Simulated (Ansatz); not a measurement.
# AlAs2: a trial structure relaxed, part 2 of 2

Where does this trial cell of AlAs2 go when cell and atoms are let free?

Ansatz 0.2.0; DFT PBE, scalar-relativistic, plane waves, PAW.

## (4) Relaxation on the finer mesh

The end of the coarse run is made exact in the group found at a tolerance of 0.06 Å and reduced to its primitive cell.

The input, input.yaml:

```yaml
crystal:
  lattice:
    - [3.9154150342, 0.0, 0.0]
    - [0.0, 3.9154150342, 0.0]
    - [0.0, 0.0, 4.1154811494]
  atoms:
    - { symbol: Al, position: [0.0, 0.0, 0.0] }
    - { symbol: As, position: [0.5, 0.0, 0.4205009585] }
    - { symbol: As, position: [0.0, 0.5, 0.5794990415] }
basis:
  ecutwfc: 420
kpoints:
  mp_grid: { grid: [12, 12, 12] }
hamiltonian:
  xc: pbe
scf:
  occupations: { method: gaussian, width: 0.1 }
output:
  forces: true
  stress: true
  eigenvalues: true
  write_density: true
  write_potential: true
  elf: true
  volumetric_format: npy
relax:
  adjacent_minimum: "off"
  f_tol: 0.01
  max_steps: 80
  cell: { stress_tol: 0.05 }
```

Run with:

```bash
$ ansatz run input.yaml --threads 1 --pin off --max-ram 2048MiB --backend cpu --events-out ev --progress --plain --runs-dir out
```

The log of the run (excerpt; [...] marks lines left out):

```text
Warning: RAYON_NUM_THREADS=1 ignored (pool sized by the plan → 1); use --threads N
[...]
Pseudopotentials: kind: paw
Pseudopotential: Al, paw, valence charge 3, recommended cutoff 420 eV (normal), Al.paw.azcp
Pseudopotential: As, paw, valence charge 15, recommended cutoff 420 eV (normal), As.paw.azcp
Functional definition: PBE
[...]
Crystal: 3 atoms, lattice volume = 63.092 Å³
Basis set: ecut = 420 eV, 1261 PW (Γ), exchange–correlation on 54×54×60 points (8 copies of the dense FFT grid, shifted against one another)
Bands: 21, of which v1, the nominal top of the filled ones, is band 17 counted from 1 (16 counted from 0)
Symmetry: 8 space group operations
Space group: P-4m2 (ITA 115), of the structure as read, at distance tolerance 4.0e-5 Å
k-points: 196 of 1728 (time reversal used)
[...]
  atom   3  As     0.00000000     0.00000000    -0.00867781
[...]
--- Stress (GPa, compression-positive) ---
        0.016808      -0.000000      -0.000000
       -0.000000       0.016808       0.000000
       -0.000000       0.000000      -0.005595
  P = ⅓ Tr σ = 0.0093 GPa (0.093 kbar)
--- Band table (eV; the first three rows and the last of 196) ---
[... band rows left out ...]
[...]
--- Relaxed structure (4 steps of the walk, 4 accepted, 1 SCFs on fresh bases) ---
  F+E_penalty+E_count = -10249.50420500 eV   max|allowed force component| = 8.678e-3 eV/Å   (the final SCF, on the basis selected at the relaxed cell)
  cell:  # Å, volume = 62.6460 Å³
    - [3.977233178106436, -9.471008340502347e-34, -6.061445337921502e-33]
    - [-9.471008340502347e-34, 3.977233178106436, 0.0]
    - [-6.37116724751796e-33, 0.0, 3.9603312680366454]
  atoms:
    - { symbol: Al, position: [7.542221081544015e-34, 3.2971167135558555e-83, 7.02519508251469e-20] }
    - { symbol: As, position: [0.5, 2.1382117680737565e-50, 0.4341788188991578] }
    - { symbol: As, position: [-2.2954585900351346e-34, 0.5, 0.5658211811008422] }
```

It took 2.8 min on 1 thread of Arm Neoverse V1, shared host; peak memory 0.54 GiB.

Step by step:

| step | energy from step 1 (eV/cell) | largest force component (eV/Å) | pressure (GPa) | volume (Å³) |
| --- | --- | --- | --- | --- |
| 1 | 0.0000 | 0.1284 | 0.48 | 63.09 |
| 2 | -0.0354 | 0.0246 | -0.35 | 62.83 |
| 3 | -0.0407 | 0.0194 | 0.02 | 62.70 |
| 4 | -0.0411 | 0.0086 | 0.01 | 62.65 |
| 5 | -0.0411 | 0.0087 | 0.01 | 62.65 |

Step 1 is the start. Step 5 repeats the geometry before it on a plane-wave basis chosen anew for that cell, so its energy need not be comparable with the rows above.

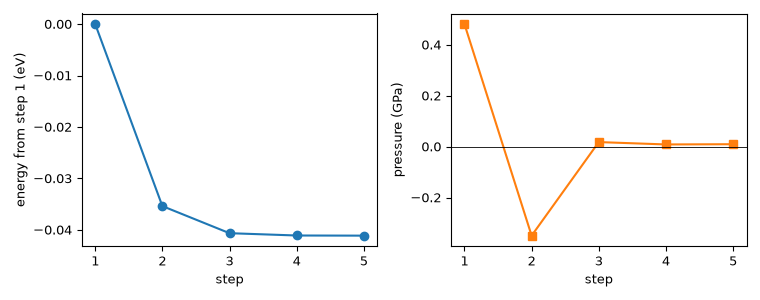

Energy and pressure along the relaxation.

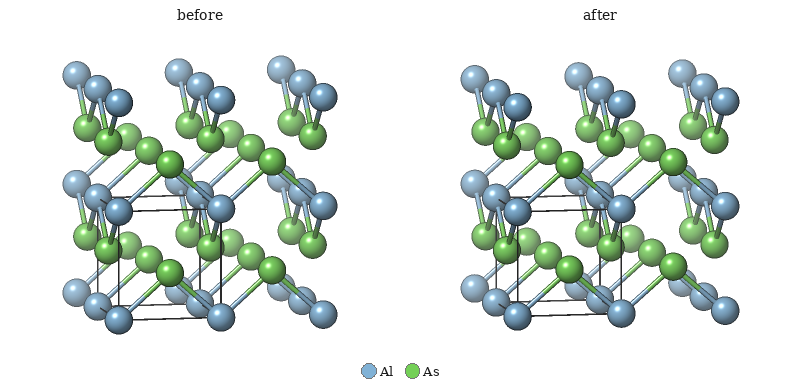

Before and after, at one scale.

|  | before | after | change |
| --- | --- | --- | --- |
| a (Å) | 3.915 | 3.977 | +1.6 % |
| b (Å) | 3.915 | 3.977 | +1.6 % |
| c (Å) | 4.115 | 3.960 | -3.8 % |
| volume (Å³/atom) | 21.03 | 20.88 | -0.7 % |
| shortest distance (Å) | 2.613 | 2.629 | +0.6 % |
| space group (0.01 Å) | P-4m2 | P-4m2 | same |

The run keeps the 8 symmetry operations of the start, so it could not have lowered the symmetry.

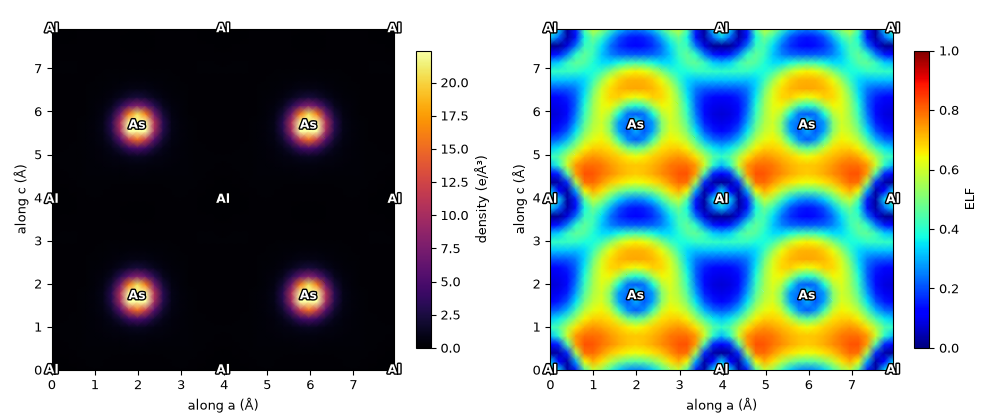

Density (left) and ELF (right) in a lattice plane of the grid's cell (edges 3.98 and 3.96 Å, at 0.000 of the third edge), which holds Al and As. Only atoms in the plane are labelled; the density scale stops at 22.40 e/Å³. Both are smooth fields of the valence electrons: close to the nuclei they are not physical.

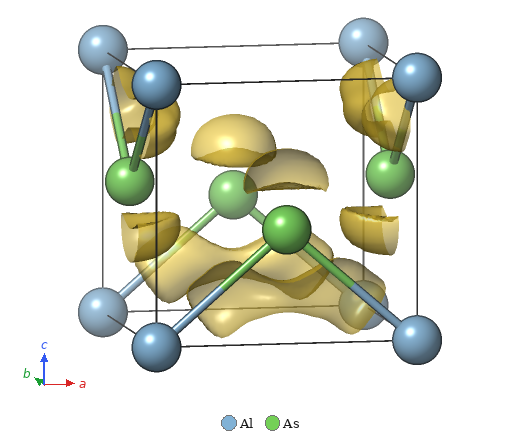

Surface of ELF = 0.67, drawn in one cell.

Outside the cores ELF peaks at 0.82 on the Al–As line, 1.0 Å from Al; 0.73 beside As, off the lines to its neighbours, 0.9 Å from As.

## (5) Changed: mp_grid.shift [0.5, 0.5, 0.5], n_extra_bands 1

The input, input.yaml:

```yaml
crystal:
  lattice:
    - [3.9772331781, 0.0, 0.0]
    - [0.0, 3.9772331781, 0.0]
    - [0.0, 0.0, 3.960331268]
  atoms:
    - { symbol: Al, position: [0.0, 0.0, 0.0] }
    - { symbol: As, position: [0.5, 0.0, 0.4341788189] }
    - { symbol: As, position: [0.0, 0.5, 0.5658211811] }
basis:
  ecutwfc: 420
kpoints:
  mp_grid: { grid: [12, 12, 12], shift: [0.5, 0.5, 0.5] }
hamiltonian:
  xc: pbe
scf:
  occupations: { method: gaussian, width: 0.1 }
  n_extra_bands: 1
output:
  forces: true
  eigenvalues: true
  stress: true
```

Run with:

```bash
$ ansatz run input.yaml --threads 1 --pin off --max-ram 2048MiB --backend cpu --events-out ev --progress --plain --runs-dir out
```

The log of the run (excerpt; [...] marks lines left out):

```text
Warning: RAYON_NUM_THREADS=1 ignored (pool sized by the plan → 1); use --threads N
scf.n_extra_bands = 1 over 17 filled bands (N_el = 33.0): the run solves 18 bands
[...]
[... 4 set-up lines as earlier in the session ...]
[...]
Crystal: 3 atoms, lattice volume = 62.646 Å³
Basis set: ecut = 420 eV, 1229 PW (Γ), exchange–correlation on 54×54×54 points (8 copies of the dense FFT grid, shifted against one another)
Bands: 18, of which v1, the nominal top of the filled ones, is band 17 counted from 1 (16 counted from 0)
[... 2 set-up lines as earlier in the session ...]
k-points: 126 of 1728 (time reversal used)
[...]
SCF iter   7: F=-10249.509258 eV  HF=-10249.509258 eV  |F-HF|=1.63e-9  |Δ(HF+E_count)|=   1.63e-7  Δρ=3.70e-6  dr2=1.59e-8  ethr=3.03e-10  ⟨swp⟩=4.3  Hψ=8269  notcnv=0
[...]
SCF converged after 7 iterations
Free energy (F): -10249.509258 eV
[...]
E sigma→0 (E₀):  -10249.507794 eV
Entropy (-TS):   -0.002927 eV (-0.976 meV/atom)
Fermi energy:    9.057495 eV
[...]
--- Forces (eV/Å), atoms counted from 1 ---
  atom   1  Al     0.00000000     0.00000000     0.00000000
  atom   2  As    -0.00000000     0.00000000     0.02657454
  atom   3  As    -0.00000000     0.00000000    -0.02657454
[...]
--- Stress (GPa, compression-positive) ---
       -0.086352       0.000000       0.000000
        0.000000      -0.086352       0.000000
        0.000000       0.000000       0.133551
  P = ⅓ Tr σ = -0.0131 GPa (-0.131 kbar)
--- Band table (eV; the first three rows and the last of 126) ---
  k-point 0: bands = ["-26.7887", "-26.7713", "-26.7394", "-26.7129", "-26.6884", "-26.6883", "-26.6754", "-26.6753", "-26.6663", "-26.6447", "-4.7079", "0.8032", "5.0075", "5.1897", "5.9650", "7.1942", "10.2778", "11.6592"]
[...]
```

Wall time 18 s (1 thread of Arm Neoverse V1, shared host); peak memory 0.41 GiB.

| run | ending | energy change | pressure (GPa) | gap (eV) | force (eV/Å) | cycles | time |
| --- | --- | --- | --- | --- | --- | --- | --- |
| step 4 | converged | 0 | 0.0 | 0.00 | 0.01 | - | 2.8 min |
| variant | converged | -1.7 meV/atom | 0.0 | 0.00 | 0.03 | 7 | 18 s |

Changing the k-point mesh and band count moves the energy by -1.7 meV/atom. The energy is not variational in the mesh, so the sign tells nothing. Of the settings changed, the mesh is the one that moves energies this far.

## (6) Summary of results

The summary covers parts 1 to 2. Changes of volume or cell count from the first structure of part 1.

```
                              quantity                                                                      value
symmetry at the end (tolerance 0.05 Å)                                                space group P-4m2 (No. 115)
                     conventional cell  a = 3.977 Å, b = 3.977 Å, c = 3.960 Å, α = 90.00°, β = 90.00°, γ = 90.00°
                                volume                                                              20.88 Å³/atom
              energy over the elements                                                              +0.09 eV/atom
                       gap on the mesh                                                               none (metal)
```

What this shows: The space group P-4m2 (No. 115) is kept, and the volume per atom shrinks by 24.2 % from the first guess. With a positive formation energy it can't be a ground state. No finished test with a distortion of lower symmetry is shown, so the end may be a saddle point.
